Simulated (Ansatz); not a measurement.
## What a change does: single-point calculation on NiGe

System: NiGe (Pnma, 8 atoms in the cell).
Method of the first run: DFT PBE, scalar-relativistic, plane waves, PAW, no spin polarisation (Ansatz 0.2.0).

The structure derives from an entry of the Crystallography Open Database. Text and figures count atoms from 1; the logs count them from 0 in places.

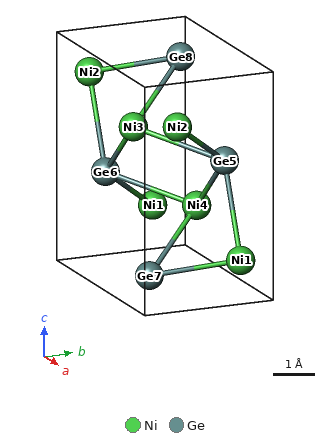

**Figure 1.** The input geometry (ball-and-stick view of the cell of the calculation, seen slightly off an axis; atoms are numbered from 1 in the order of the input). Near neighbours in the crystal (not all of them lie inside the picture): Ni has 6 Ge at 2.33 to 2.49 Å; Ge has 6 Ni at 2.33 to 2.49 Å.

Input file, the first run:
```yaml
crystal:
  lattice:
    - [5.381, 0.0, 0.0]
    - [0.0, 3.428, 0.0]
    - [0.0, 0.0, 5.811]
  atoms:
    - { symbol: Ni, position: [0.995, 0.75, 0.19] }
    - { symbol: Ni, position: [0.005, 0.25, 0.81] }
    - { symbol: Ni, position: [0.505, 0.25, 0.69] }
    - { symbol: Ni, position: [0.495, 0.75, 0.31] }
    - { symbol: Ge, position: [0.812, 0.75, 0.583] }
    - { symbol: Ge, position: [0.188, 0.25, 0.417] }
    - { symbol: Ge, position: [0.688, 0.25, 0.083] }
    - { symbol: Ge, position: [0.312, 0.75, 0.917] }
basis:
  ecutwfc: 420
kpoints:
  mp_grid: { grid: [8, 10, 6] }
hamiltonian:
  xc: pbe
scf:
  occupations: { method: gaussian, width: 0.1 }
output:
  forces: true
  stress: true
  eigenvalues: true
  populations: true
```

Command:
```bash
ansatz run input.yaml --threads 1 --pin off --max-ram 2560MiB --backend cpu --events-out ev --progress --plain --runs-dir out
```

Hardware: 1 thread of Arm Neoverse V1, 24 GiB of memory available, shared host.

Output, shortened to warnings, some set-up lines, iterations and results (the first run):
```
Basis set: ecut = 420 eV, 2113 PW (Γ), exchange–correlation on 72×48×80 points (8 copies of the dense FFT grid, shifted against one another)
Symmetry: 8 space group operations
k-points: 120 of 480
Initial density: superposition of atomic densities (neutral atoms: chi_scale 0, normalization atom), corrected by the library's trained network
[...]
SCF iter   1: F=—  HF=-40541.222411 eV  |F-HF|=—  |Δ(HF+E_count)|=         —  Δρ=3.08e-3  dr2=2.93e-3  ethr=1.77e-3  ⟨swp⟩=5.2  Hψ=29326  notcnv=0  defer=235
SCF iter   2: F=—  HF=-40541.222055 eV  |F-HF|=—  |Δ(HF+E_count)|=   3.57e-4  Δρ=1.54e-3  dr2=9.30e-4  ethr=2.29e-6  ⟨swp⟩=2.0  Hψ=17602  notcnv=0  defer=249
SCF iter   3: F=—  HF=-40541.222208 eV  |F-HF|=—  |Δ(HF+E_count)|=   1.53e-4  Δρ=5.21e-4  dr2=2.45e-4  ethr=7.26e-7  ⟨swp⟩=2.0  Hψ=11758  notcnv=0  defer=249
SCF iter   4: F=—  HF=-40541.222183 eV  |F-HF|=—  |Δ(HF+E_count)|=   2.48e-5  Δρ=1.50e-4  dr2=3.02e-5  ethr=1.91e-7  ⟨swp⟩=2.2  Hψ=10305  notcnv=0  defer=249
SCF iter   5: F=—  HF=-40541.222210 eV  |F-HF|=—  |Δ(HF+E_count)|=   2.74e-5  Δρ=3.55e-5  dr2=1.44e-6  ethr=2.36e-8  ⟨swp⟩=2.0  Hψ=11304  notcnv=0  defer=249
SCF iter   6: F=—  HF=-40541.222210 eV  |F-HF|=—  |Δ(HF+E_count)|=   6.60e-8  Δρ=1.32e-5  dr2=1.28e-7  ethr=1.13e-9  ⟨swp⟩=2.0  Hψ=14720  notcnv=0  defer=249
SCF iter   7: F=-40541.222210 eV  HF=-40541.222210 eV  |F-HF|=7.00e-8  |Δ(HF+E_count)|=  5.75e-10  Δρ=7.71e-6  dr2=3.68e-8  ethr=7.81e-11  ⟨swp⟩=8.7  Hψ=37717  notcnv=0
SCF 1 converged in 7 iterations: F = -40541.222210 eV  dr2 = 3.68e-8
SCF converged after 7 iterations
Free energy (F): -40541.222210 eV
Harris-Foulkes:  -40541.222210 eV  (|F-HF|=7.00e-8)
Internal energy: -40541.209427 eV  (E = F + TS)
E sigma→0 (E₀):  -40541.215818 eV
Entropy (-TS):   -0.012784 eV (-1.598 meV/atom)
Fermi energy:    15.544775 eV
--- Per-component energies (eV) ---
  E_band       = -1568.532182
  E_kinetic    = 1589.540049
  E_local      = -23414.616036  (includes V_loc(G=0)·N_el)
  E_nonlocal   = 4225.534563
  E_hartree    = 10053.194073
  E_xc         = -646.227724
  E_vxc        = -702.527746  (∫ρ·V_xc dr)
  E_paw        = -14609.477754  (= ΣΔE_a)
  E_vpaw       = -3372.881332  (= ΣTr[D̂ρ^β])
  E_aug_tail   = 0.003487  (compensation charges beyond the density's cutoff)
  E_ewald      = -17739.160084
  E_smearing   = -0.012784  (= −TS)
  E_closure    = -0.000000  (closes the sum)
  Σ components = -40541.222210   (vs F -40541.222210, Δ=0.00e0)
--- Forces (eV/Å), atoms counted from 1 ---
  atom   1  Ni    -0.08193826     0.00000000    -0.04251233
  atom   2  Ni     0.08193826     0.00000000     0.04251233
  atom   3  Ni     0.08193826     0.00000000    -0.04251233
  atom   4  Ni    -0.08193826     0.00000000     0.04251233
  atom   5  Ge    -0.04072552     0.00000000     0.14052979
  atom   6  Ge     0.04072552    -0.00000000    -0.14052979
  atom   7  Ge     0.04072552    -0.00000000     0.14052979
  atom   8  Ge    -0.04072552     0.00000000    -0.14052979
  max |Σ_I F_I| component: 1.39e-17 eV/Å
--- Stress (GPa, compression-positive) ---
        3.666809       0.000000       0.000000
        0.000000       3.304455       0.000000
        0.000000       0.000000       3.845901
  P = ⅓ Tr σ = 3.6057 GPa (36.057 kbar)
--- Löwdin populations: 8 sites ---
  site symbol       q [e]
     0     Ni     17.4735
     1     Ni     17.4735
     2     Ni     17.4735
     3     Ni     17.4735
     4     Ge     14.3480
     5     Ge     14.3480
     6     Ge     14.3480
     7     Ge     14.3480
  spilling = 0.005580 (of n_electrons = 128.000000)
```

The input of the second run differs as follows (lines with − go, lines with + come):
```diff
-    - [5.381, 0.0, 0.0]
-    - [0.0, 3.428, 0.0]
-    - [0.0, 0.0, 5.811]
+    - [5.41301695, 0.0, 0.10762]
+    - [0.0, 3.5046158, 0.0]
+    - [0.11622, 0.0, 5.94901125]
-    - { symbol: Ni, position: [0.995, 0.75, 0.19] }
-    - { symbol: Ni, position: [0.005, 0.25, 0.81] }
-    - { symbol: Ni, position: [0.505, 0.25, 0.69] }
-    - { symbol: Ni, position: [0.495, 0.75, 0.31] }
-    - { symbol: Ge, position: [0.812, 0.75, 0.583] }
-    - { symbol: Ge, position: [0.188, 0.25, 0.417] }
-    - { symbol: Ge, position: [0.688, 0.25, 0.083] }
-    - { symbol: Ge, position: [0.312, 0.75, 0.917] }
+    - { symbol: Ni, position: [0.9974354974, 0.75, 0.2047152983] }
+    - { symbol: Ni, position: [0.0025645026, 0.25, 0.7952847017] }
+    - { symbol: Ni, position: [0.5066590248, 0.25, 0.7371233376] }
+    - { symbol: Ni, position: [0.4933409752, 0.75, 0.2628766624] }
+    - { symbol: Ge, position: [0.8127885025, 0.75, 0.5820923212] }
+    - { symbol: Ge, position: [0.1872114975, 0.25, 0.4179076788] }
+    - { symbol: Ge, position: [0.6733643436, 0.25, 0.0889699657] }
+    - { symbol: Ge, position: [0.3266356564, 0.75, 0.9110300343] }
-  populations: true
```

How does the second run compare with the first run?

With the same functional and potentials, the second run lies 118.8 meV per atom higher. The pressure goes from 3.61 to 2.33 GPa. The largest force goes from 0.146 to 2.533 eV/Å. The volume per atom goes from 13.40 to 14.10 Å³. The SCF takes 8 iterations against 7. The irreducible k-points go from 120 to 156. The plane waves at Γ go from 2113 to 2189.

Output, shortened to warnings, some set-up lines, iterations and results (the second run):
```
Basis set: ecut = 420 eV, 2189 PW (Γ), exchange–correlation on 80×48×80 points (8 copies of the dense FFT grid, shifted against one another)
Symmetry: 4 space group operations
k-points: 156 of 480
Initial density: superposition of atomic densities (neutral atoms: chi_scale 0, normalization atom), corrected by the library's trained network
[...]
SCF iter   1: F=—  HF=-40540.273509 eV  |F-HF|=—  |Δ(HF+E_count)|=         —  Δρ=4.61e-3  dr2=9.96e-3  ethr=1.77e-3  ⟨swp⟩=5.3  Hψ=38865  notcnv=0  defer=304
SCF iter   2: F=—  HF=-40540.272213 eV  |F-HF|=—  |Δ(HF+E_count)|=   1.30e-3  Δρ=2.11e-3  dr2=3.34e-3  ethr=7.78e-6  ⟨swp⟩=2.0  Hψ=22497  notcnv=0  defer=313
SCF iter   3: F=—  HF=-40540.271782 eV  |F-HF|=—  |Δ(HF+E_count)|=   4.31e-4  Δρ=6.98e-4  dr2=7.86e-4  ethr=2.61e-6  ⟨swp⟩=2.3  Hψ=15034  notcnv=0  defer=313
SCF iter   4: F=—  HF=-40540.271687 eV  |F-HF|=—  |Δ(HF+E_count)|=   9.49e-5  Δρ=1.95e-4  dr2=1.13e-4  ethr=6.14e-7  ⟨swp⟩=2.2  Hψ=14199  notcnv=0  defer=313
SCF iter   5: F=—  HF=-40540.271675 eV  |F-HF|=—  |Δ(HF+E_count)|=   1.19e-5  Δρ=7.61e-5  dr2=1.36e-5  ethr=8.80e-8  ⟨swp⟩=2.2  Hψ=15197  notcnv=0  defer=313
SCF iter   6: F=—  HF=-40540.271692 eV  |F-HF|=—  |Δ(HF+E_count)|=   1.65e-5  Δρ=3.43e-5  dr2=1.60e-6  ethr=1.06e-8  ⟨swp⟩=2.0  Hψ=18262  notcnv=0  defer=313
SCF iter   7: F=—  HF=-40540.271691 eV  |F-HF|=—  |Δ(HF+E_count)|=   7.73e-7  Δρ=1.62e-5  dr2=3.66e-7  ethr=1.25e-9  ⟨swp⟩=2.0  Hψ=18102  notcnv=0  defer=313
SCF iter   8: F=-40540.271691 eV  HF=-40540.271691 eV  |F-HF|=8.34e-9  |Δ(HF+E_count)|=   5.80e-8  Δρ=4.85e-6  dr2=3.20e-8  ethr=7.81e-11  ⟨swp⟩=8.7  Hψ=52030  notcnv=0
SCF 1 converged in 8 iterations: F = -40540.271691 eV  dr2 = 3.20e-8
SCF converged after 8 iterations
Free energy (F): -40540.271691 eV
Harris-Foulkes:  -40540.271691 eV  (|F-HF|=8.34e-9)
Internal energy: -40540.257749 eV  (E = F + TS)
E sigma→0 (E₀):  -40540.264720 eV
Entropy (-TS):   -0.013942 eV (-1.743 meV/atom)
Fermi energy:    14.459237 eV
--- Per-component energies (eV) ---
  E_band       = -1685.925501
  E_kinetic    = 1587.127426
  E_local      = -24178.372098  (includes V_loc(G=0)·N_el)
  E_nonlocal   = 4227.914518
  E_hartree    = 10376.605300
  E_xc         = -644.107594
  E_vxc        = -699.594975  (∫ρ·V_xc dr)
  E_paw        = -14611.236817  (= ΣΔE_a)
  E_vpaw       = -3376.205481  (= ΣTr[D̂ρ^β])
  E_aug_tail   = 0.003211  (compensation charges beyond the density's cutoff)
  E_ewald      = -17298.191696
  E_smearing   = -0.013942  (= −TS)
  E_closure    = -0.000000  (closes the sum)
  Σ components = -40540.271691   (vs F -40540.271691, Δ=0.00e0)
--- Forces (eV/Å), atoms counted from 1 ---
  atom   1  Ni    -0.17696866     0.00000000    -0.65405691
  atom   2  Ni     0.17696866    -0.00000000     0.65405691
  atom   3  Ni     0.44338682     0.00000000    -2.49359713
  atom   4  Ni    -0.44338682    -0.00000000     2.49359713
  atom   5  Ge    -0.61498210     0.00000000     0.07869088
  atom   6  Ge     0.61498210     0.00000000    -0.07869088
  atom   7  Ge     2.04576126     0.00000000    -0.25911421
  atom   8  Ge    -2.04576126    -0.00000000     0.25911421
  max |Σ_I F_I| component: 4.44e-16 eV/Å
--- Stress (GPa, compression-positive) ---
       -2.676215       0.000000      -3.520068
        0.000000       5.571585      -0.000000
       -3.520067      -0.000000       4.100514
  P = ⅓ Tr σ = 2.3320 GPa (23.320 kbar)
```

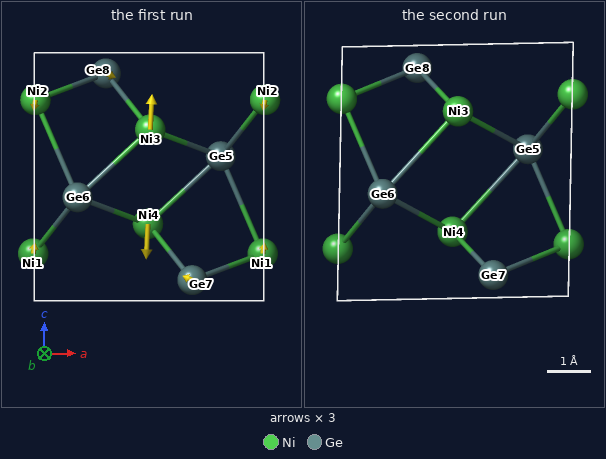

**Figure 2.** The two input geometries at one scale (ball-and-stick view of the cell of the calculation, along the b axis). The yellow arrows on the first give the shifts of the atoms relative to the cell, with their mean removed, magnified 3 times. The largest moves relative to the cell, 0.28 Å, are those of Ni3 and Ni4. Largest moves by element: Ni 0.28 Å, Ge 0.09 Å. (The mean shift of all atoms is removed.) Cell: a 5.381 → 5.414 Å (+0.6 %), b 3.428 → 3.505 Å (+2.2 %), c 5.811 → 5.950 Å (+2.4 %), β 90.0° → 87.7°. Volume +5.2 %. Among the contacts that change: Ni3–Ge6 2.329 → 2.619 Å, Ni3–Ge7 2.487 → 2.312 Å, Ni3–Ge8 2.399 → 2.239 Å, Ni1–Ge7 2.460 → 2.592 Å.

The two runs side by side:

| quantity | the first run | the second run |
| --- | --- | --- |
| outcome | converged | converged |
| free energy per atom (eV) | −5067.6528 | −5067.5340 |
| energy per atom, smearing taken to zero (eV) | −5067.6520 | −5067.5331 |
| gap on the mesh (eV) | 0.00 | 0.00 |
| pressure (GPa) | 3.61 | 2.33 |
| volume per atom (Å³) | 13.40 | 14.10 |
| largest force (eV/Å) | 0.146 | 2.533 |
| SCF iterations | 7 | 8 |
| irreducible k-points | 120 | 156 |
| plane waves at Γ | 2113 | 2189 |
| wall time (shared host) | 70 s | 79 s |

For both runs: The run has no spin polarisation, so a magnetic state may lie lower.
